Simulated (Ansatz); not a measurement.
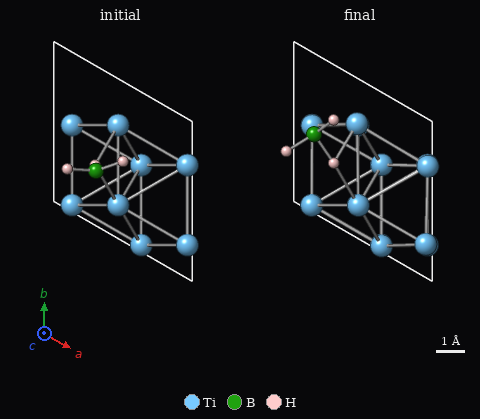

The structure of a slab of composition Ti$_{16}$BH$_{3}$ (cut from the P6_3/mmc phase) before (left) and after (right) a constrained relaxation, at one scale.

Style: ball-and-stick. Shown: the cell of the calculation, outlined in the plane, without the vacuum (origin shifted), along the c axis.

Case: 1 BH3 a cell, inverted, over a hollow Ti-Ti-Ti site. The slab is the (0 0 1) face of Ti with BH3 on it. 8 atoms are held fixed.

The calculation used Ansatz 0.2.0, DFT PBE+D3(BJ), scalar-relativistic, plane waves, PAW. Settings: plane-wave cutoff 420 eV; k-point mesh 4 × 4 × 1; occupations gaussian; smearing width 0.1 eV; no spin polarisation; dipole correction; atoms relaxed in a fixed cell; force threshold 0.04 eV/Å; at most 100 steps.

**Summarise the run.**

The energy falls by 2.726 eV per cell of the calculation in 16 geometry steps. Largest force component: 1.8 eV/Å at the start, 0.035 eV/Å at the end. The largest move is that of an H atom, 2.06 Å at 63° to the normal (−c side). Largest moves by element: H 2.06 Å, B 1.94 Å, Ti 0.15 Å. The cell stays as it was. Some distances before and after: H–Ti 3.582 → 2.066 Å, B–Ti 3.392 → 2.177 Å, B–Ti 3.458 → 2.312 Å, H–Ti 2.424 → 2.020 Å. New bonds form, among them: H–Ti (3.58 → 2.07 Å). Among the angles between lasting bonds that change: H–B–H 117.1° → 99.0°, H–B–H 117.1° → 105.9°.

Limits of the set-up: the periodic images lie only 5.8 Å apart, so the values are limited by the cell's size.
